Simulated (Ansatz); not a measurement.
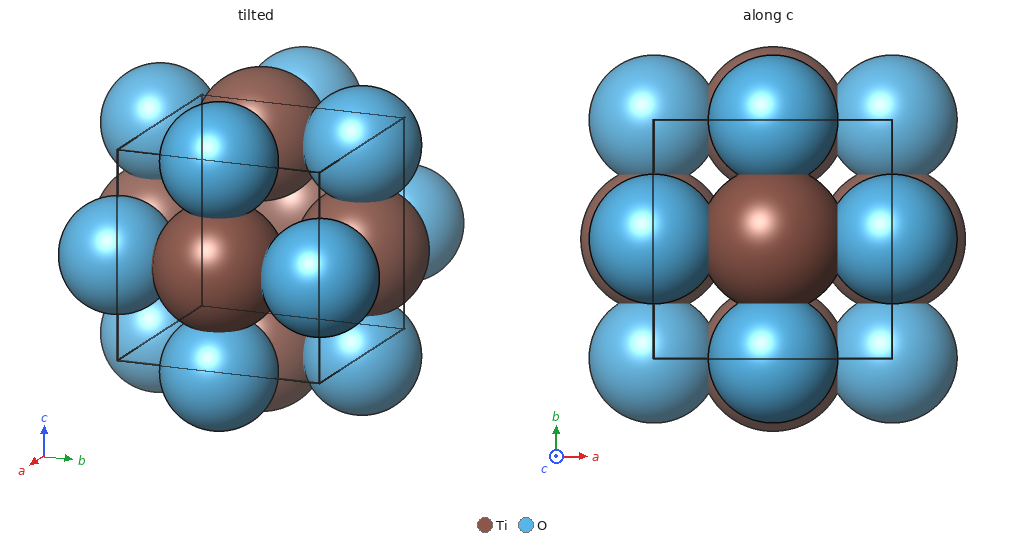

An orthographic space-filling view of the structure, slightly off an axis and along the c axis. The frame is the conventional unit cell; atoms at its boundary are shown with their periodic copies.

TiO, space group Pm-3m (No. 221), a = 4.03 Å, b = 4.03 Å, c = 4.03 Å, α = 90.00°, β = 90.00°, γ = 90.00°.

Calculation details: DFT PBEsol, scalar-relativistic, plane waves, PAW (Ansatz 0.2.0); wavefunction cutoff 420 eV, a 12×12×12 grid in reciprocal space, Gaussian smearing of 0.15 eV, no spin polarisation.

Question: How large a gap does the method give, if there is one?

Answer: A metal: bands cross the Fermi level.

Question: What is the computed pressure?

Answer: The computed pressure is 0.0 GPa, close to zero.

Origin of the cell: a structure listed in the Materials Project. Earlier steps of the study, as a rule a relaxation of our own, may have changed the cell and positions, so they can lie some per cent off the listed ones. It went into a calculation with Ansatz.
